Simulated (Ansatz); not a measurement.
# Single-point calculation of CuO (part 1 of 3)

CuO (2 atoms in the cell), computed with DFT PBE, scalar-relativistic, plane waves, PAW, spin-polarised (Ansatz 0.2.0).

The structure was built on a prototype by a generator; it need not be a known phase. It belongs to a series of runs on one base structure; here: random orbitals: random, high filling. Figures and captions count atoms from 1; the log counts them from 0 in places.

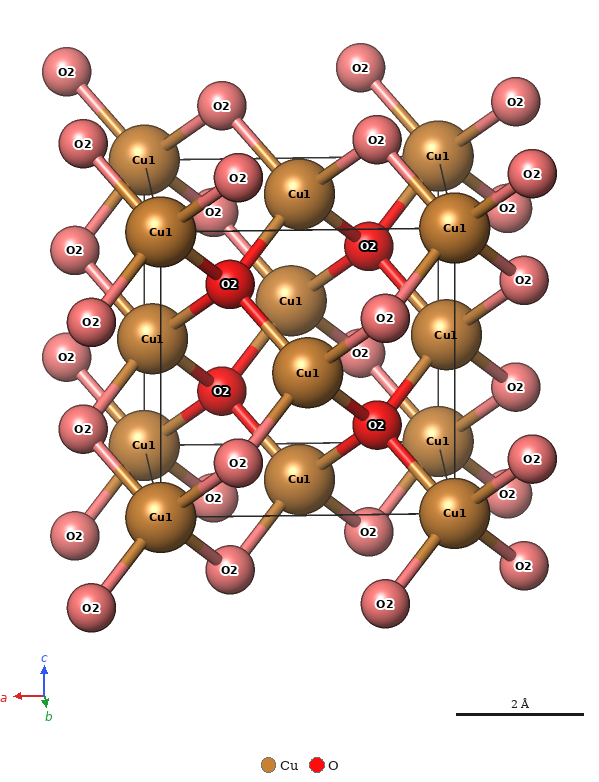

Figure 1. The input geometry (ball-and-stick view of the cell 4 times as large as that of the calculation, set on its symmetry axes, seen at an oblique angle; neighbours outside the cell are drawn fainter; atoms are numbered from 1 in the order of the input).

Input file
```yaml
crystal:
  lattice:
    - [0.0, 2.32725273, 2.32725273]
    - [2.32725273, 0.0, 2.32725273]
    - [2.32725273, 2.32725273, 0.0]
  atoms:
    - { symbol: Cu, position: [0.0, 0.0, 0.0], spin: 1.0 }
    - { symbol: O, position: [0.25, 0.25, 0.25] }
basis:
  ecutwfc: 420
  ecutrho_ratio: 4
kpoints:
  mp_grid: { grid: [7, 7, 7] }
hamiltonian:
  xc: pbe
  hubbard:
    sites:
      - { site: 0, l: d, u_eff: 0.0, starting_ns: [{ spin: up, occupation_matrix: s0up }, { spin: down, occupation_matrix: s0down }] }
    occupation_matrices:
      s0up:
        matrix:
          - [0.97, 0.0, 0.0, 0.0, 0.0]
          - [0.0, 0.97, 0.0, 0.0, 0.0]
          - [0.0, 0.0, 0.97, 0.0, 0.0]
          - [0.0, 0.0, 0.0, 0.97, 0.0]
          - [0.0, 0.0, 0.0, 0.0, 0.97]
      s0down:
        matrix:
          - [0.5309, -0.38099, 0.0452, -0.26475, -0.08395]
          - [-0.38099, 0.63944, 0.03922, -0.22971, -0.07284]
          - [0.0452, 0.03922, 0.96535, 0.02725, 0.00864]
          - [-0.26475, -0.22971, 0.02725, 0.81037, -0.05061]
          - [-0.08395, -0.07284, 0.00864, -0.05061, 0.95395]
    ns_hold: { iters: 12 }
scf:
  occupations: { method: gaussian, width: 0.05 }
  lower_state_search: "off"
  max_iter: 150
output:
  forces: true
  stress: true
  eigenvalues: true
  populations: true
  hubbard: { sites: [{ site: 0, l: d }] }
  write_density: true
  write_potential: true
  elf: true
  volumetric_format: npy
magnetization:
  spin_polarized: true
```

Launched with:
```bash
ansatz run input.yaml --threads 2 --pin off --max-ram 3072MiB --backend cpu --events-out ev --progress --plain --runs-dir out
```

What the program printed
```
Warning: crystal.symmetry: narrowed to the stabiliser of the occupation matrices — unitary ops 24 → 1; lowered by the specified shell (site 0, l: d); largest admitted image defect 4.4e-16, smallest excluded 1.7e-1 — at a splitting's scale: the group the occupation matrices' own texture admits
Cu: projections on atomic orbitals take those of the free atom [Ne] 3s2 3p6 3d10 4s1, of charge +0.00 (hamiltonian.pseudopotentials.projection_atoms); the dataset's partial waves leave at most 2.0e-6 of an orbital's norm unspanned inside its sphere
O: projections on atomic orbitals take those of the free atom [He] 2s2 2p4, of charge +0.00 (hamiltonian.pseudopotentials.projection_atoms); the dataset's partial waves leave at most 1.9e-8 of an orbital's norm unspanned inside its sphere
Engine: ansatz 0.2.0, aarch64-unknown-linux-gnu
Pseudopotentials: kind: paw
Pseudopotential: Cu, paw, valence charge 19, recommended cutoff 420 eV (normal), Cu.paw.azcp
Pseudopotential: O, paw, valence charge 6, recommended cutoff 420 eV (normal), O.paw.azcp
Functional definition: PBE
  parameter kappa = 0.804
  parameter beta = 0.06672455060314922
  exchange = pbe_x(kappa = kappa, mu = beta*pi^2/3)
  correlation = pbe_c(beta = beta)
Crystal: 2 atoms, lattice volume = 25.209 Å³
Basis set: ecut = 420 eV, 531 PW (Γ), exchange–correlation on 48×48×48 points (8 copies of the dense FFT grid, shifted against one another)
Bands: 17, of which v1, the nominal top of the filled ones, is band 13 counted from 1 (12 counted from 0)
Symmetry: 1 space group operations
k-points: 172 of 343 (time reversal used)
Non-local potential: Cu, projectors of the file, l = 0: 3, l = 1: 2, l = 2: 3, l = 3: 1
Non-local potential: O, projectors of the file, l = 0: 2, l = 1: 2, l = 2: 1
PAW form: soft (Blöchl's): semilocal exchange-correlation on the pseudo side does not see the compensation charge
PAW one-centre angular grid: Cu, 590 points (default); XC on 64 Gauss nodes
PAW one-centre angular grid: O, 110 points (default); XC on 64 Gauss nodes
Initial density: superposition of atomic densities (chi_scale 0.1, normalization cell, long waves kept (reshape's long-wave potential 0.00 eV rms))
Starting moments: Σ|m| = 1 μB on 1 of 2 sites
Initial wavefunctions: pseudopotential atomic-orbital guess
Functional: x = pbe(κ = 0.804, μ = 0.2195149727645171), c = pbe(β = 0.06672455060314922)
```
